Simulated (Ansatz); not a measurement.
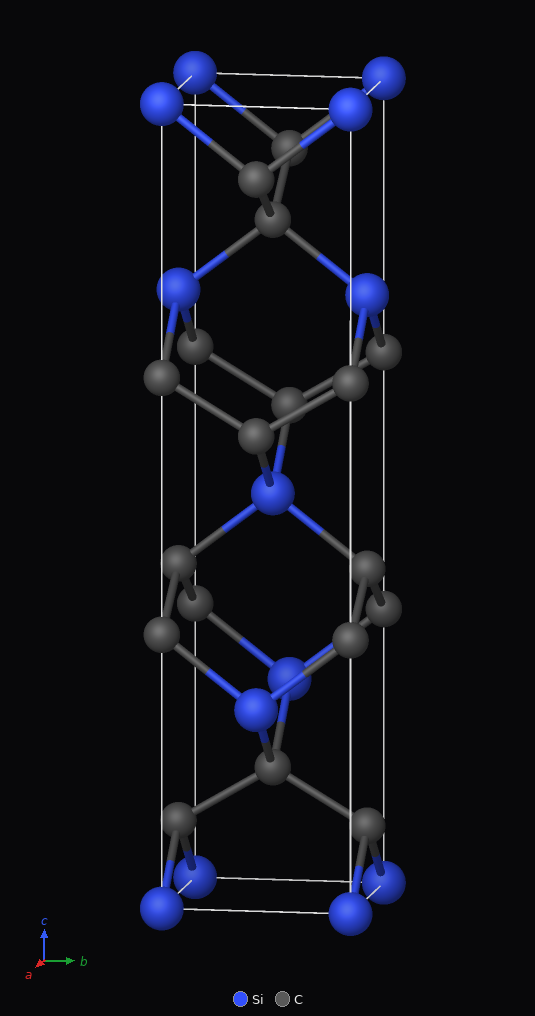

Ball-and-stick drawing of the structure, looking slightly off an axis. The frame is the conventional unit cell; atoms at its boundary are shown with their periodic copies. Cell: a = 2.95 Å, b = 2.95 Å, c = 12.54 Å, α = 90.00°, β = 90.00°, γ = 90.00°.

It goes back to a structure type filled with these elements by a generator (whether the compound takes this form wasn't checked). Earlier steps of the study, as a rule a relaxation of our own, may have changed the cell and positions, so they can lie some per cent off the listed ones. Ansatz was used for an electronic-structure calculation on it.

Q: Describe the crystal.

A: Composition: SiC$_{2}$. Space group I4_1/amd (No. 141), lattice body-centred tetragonal. In the cell are 4 Si, 8 C, which makes 4 formula units. Counting atoms within bonding range gives coordination numbers of Si 4 and C 4.

Theory: Ansatz, DFT PBE, scalar-relativistic, plane waves, PAW. Numerical settings: a basis cut at 420 eV, k-points about 0.22 Å⁻¹ apart, Gaussian smearing of 0.02 eV, no spin polarisation.

Q: Is it conducting or gapped at this level?

A: A semiconductor at this level, with a gap of 0.89 eV, direct.

Q: Predict the Bader charges.

A: Si +2.82 e; C -1.41 e.

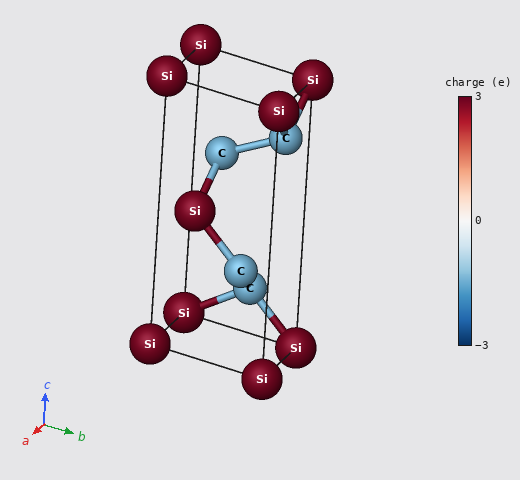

The atoms coloured by those charges. The run's cell of 6 atoms is drawn in a reduced setting, so axes and origin can differ from the first picture.

Q: Can this geometry be taken as optimised?

A: Yes. All forces vanish to within 0.01 eV/Å. The pressure is 0.0 GPa, close to zero.
